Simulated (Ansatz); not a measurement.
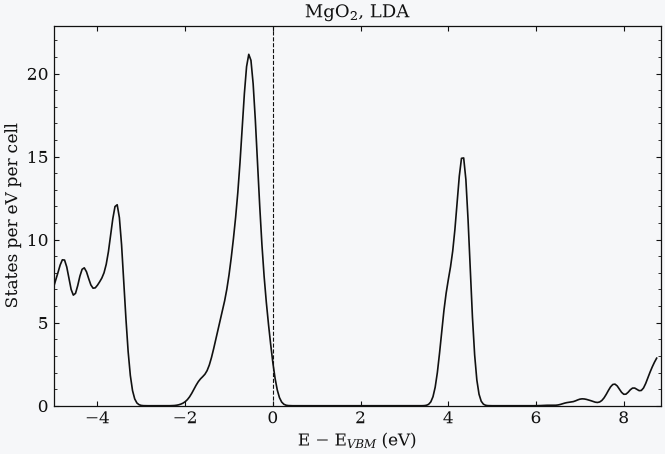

Density of states. Energies are counted from the top of the valence band. The curve is built from the levels of the k mesh with Gaussians 0.3 eV wide, which also blur the band edges.

System: MgO2, space group Pa-3, 12 atoms in the cell.

Computed with Ansatz 0.2.0: DFT, LDA, plane waves, PAW, no spin polarisation, 6×6×6 k mesh.

### Is there a gap at the Fermi level, and how wide?

There is a gap; over the k points computed it is 3.86 eV (indirect; the smallest direct gap is 3.97 eV).

### How wide is the upper valence band?

The upper group of valence states starts about 2.0 eV under the valence-band top, with a gap beneath it; it holds about 16 electrons a cell.

### Where is the tallest peak of the filled states in the window?

Within the window shown, the tallest peak of the filled states lies 0.5 eV under the valence-band top, at about 21 states per eV and cell.

The atoms aren't at rest in this cell (largest force 0.4 eV/Å), so the relaxed material can differ. The cell is at −6 GPa in this functional.
